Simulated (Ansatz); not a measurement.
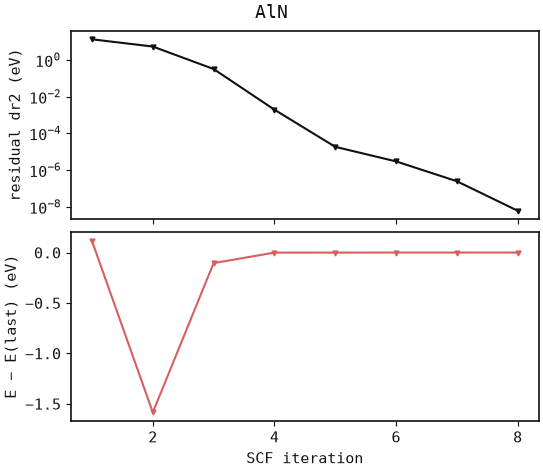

The plot shows the SCF iterations of a calculation: density residual dr2, Harris–Foulkes energy less its last value. The starting density is a sum of atomic densities corrected by a trained network.

AlN (4 atoms in the cell, total charge +10), run with Ansatz.

```
crystal:
  lattice:
    - [3.1302084199, 0.0, 0.0]
    - [-1.56510421, 2.7108400108, 0.0]
    - [0.0, 0.0, 5.0180433219]
  atoms:
    - { symbol: Al, position: [0.6666666667, 0.3333333333, 0.4992342259] }
    - { symbol: Al, position: [0.3333333333, 0.6666666667, 0.9992342259] }
    - { symbol: "N", position: [0.6666666667, 0.3333333333, 0.8807657741] }
    - { symbol: "N", position: [0.3333333333, 0.6666666667, 0.3807657741] }
basis:
  ecutwfc: 420
kpoints:
  mp_grid: { grid: [12, 12, 6] }
hamiltonian:
  xc: pbe
scf:
  occupations: { method: gaussian, width: 0.02 }
  max_iter: 100
output:
  forces: true
  eigenvalues: true
  stress: true
total_charge: 10
```

Run as:
```bash
ansatz run input.yaml --threads 4 --pin off --max-ram 8192MiB --backend cpu --events-out ev --progress --plain --runs-dir out
```

Did the calculation converge?

Answer. The run converged; it took 8 iterations. The residual falls at every step.

Is anything amiss with this input?

Answer. The input holds a fault (a charge that the system can't hold). The SCF closed all the same, which doesn't make the results meaningful for the real system.
